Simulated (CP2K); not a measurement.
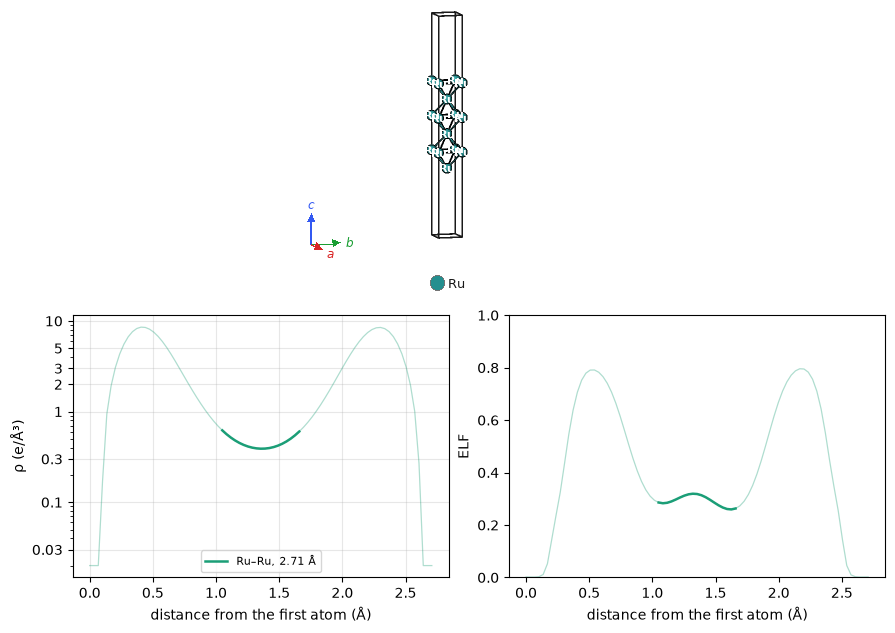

Figure. Ru (slab). Valence charge density (pseudo) and ELF along straight lines between neighbouring atoms. Thin, pale parts lie inside the atomic spheres. The structure is drawn too.

Not relaxed (largest force 0.9 eV/Å).

Computed with CP2K, Kohn-Sham DFT of a periodic cell, PBE, GTH-PBE with UZH-TZVP basis.

The density is the valence pseudo-density of a pseudopotential calculation; it isn't the true density close to the nuclei.

Input

```
&GLOBAL
  PROJECT ru_workfunction
  RUN_TYPE ENERGY_FORCE
  PRINT_LEVEL LOW
&END GLOBAL
&FORCE_EVAL
  METHOD QS
  &DFT
    BASIS_SET_FILE_NAME BASIS_MOLOPT_UZH
    POTENTIAL_FILE_NAME POTENTIAL_UZH
    &MGRID
      CUTOFF 450
      REL_CUTOFF 60
      NGRIDS 5
    &END MGRID
    &QS
      METHOD GPW
      EPS_DEFAULT 1.0E-10
    &END QS
    &KPOINTS
      SCHEME MONKHORST-PACK 10 10 1
      GAMMA_CENTERED T
      SYMMETRY T
      SYMMETRY_BACKEND SPGLIB
    &END KPOINTS
    &SCF
      SCF_GUESS ATOMIC
      EPS_SCF 1.0E-6
      MAX_SCF 100
      ADDED_MOS 36
      CHOLESKY OFF
      EPS_EIGVAL 1.0E-7
      &DIAGONALIZATION ON
        ALGORITHM STANDARD
      &END DIAGONALIZATION
      &MIXING ON
        METHOD BROYDEN_MIXING
        ALPHA 0.2
        BETA 1.5
        NBUFFER 8
      &END MIXING
      &SMEAR ON
        METHOD FERMI_DIRAC
        ELECTRONIC_TEMPERATURE [K] 580.226
      &END SMEAR
    &END SCF
    &XC
      &XC_FUNCTIONAL
        &GGA_X_PBE
        &END GGA_X_PBE
        &GGA_C_PBE
        &END GGA_C_PBE
      &END XC_FUNCTIONAL
    &END XC
    &PRINT
      &KPOINTS ON
      &END KPOINTS
      &MULLIKEN ON
      &END MULLIKEN
      &MO ON
        ENERGIES T
        OCCUPATION_NUMBERS T
        &EACH
          QS_SCF 0
        &END EACH
        ADD_LAST NUMERIC
      &END MO
      &LOWDIN ON
      &END LOWDIN
      &HIRSHFELD ON
        SHAPE_FUNCTION DENSITY
      &END HIRSHFELD
      &E_DENSITY_CUBE ON
        STRIDE 1
      &END E_DENSITY_CUBE
      &V_HARTREE_CUBE ON
        STRIDE 1
      &END V_HARTREE_CUBE
      &ELF_CUBE ON
        STRIDE 1
      &END ELF_CUBE
    &END PRINT
  &END DFT
  &SUBSYS
    &CELL
      ABC 2.7082189719 2.7082189719 24.5750000000
      ALPHA_BETA_GAMMA 90.0000000000 90.0000000000 90.0000000000
      PERIODIC XYZ
    &END CELL
    &COORD
      Ru  1.3541094860 1.3541094860 7.5000000000
      Ru  0.0000000000 0.0000000000 9.4150000000
      Ru  1.3541094860 1.3541094860 11.3300000000
      Ru  0.0000000000 0.0000000000 13.2450000000
      Ru  1.3541094860 1.3541094860 15.1600000000
      Ru  0.0000000000 0.0000000000 17.0750000000
    &END COORD
    &KIND Ru
      BASIS_SET TZVP-MOLOPT-PBE-GTH-q16
      POTENTIAL GTH-PBE-q16
    &END KIND
    &PRINT
      &ATOMIC_COORDINATES ON
      &END ATOMIC_COORDINATES
      &CELL ON
      &END CELL
    &END PRINT
  &END SUBSYS
  &PRINT
    &FORCES ON
    &END FORCES
  &END PRINT
&END FORCE_EVAL
```

Run with:

```sh
OMP_NUM_THREADS=1 mpirun -n 2 cp2k.psmp -i ru_workfunction.inp -o ru_workfunction.out
```

### What can be read from the curves?

Ru–Ru (2.71 Å): the density is about 0.39 e/Å³ at the midpoint; the ELF is about 0.30 at the midpoint.
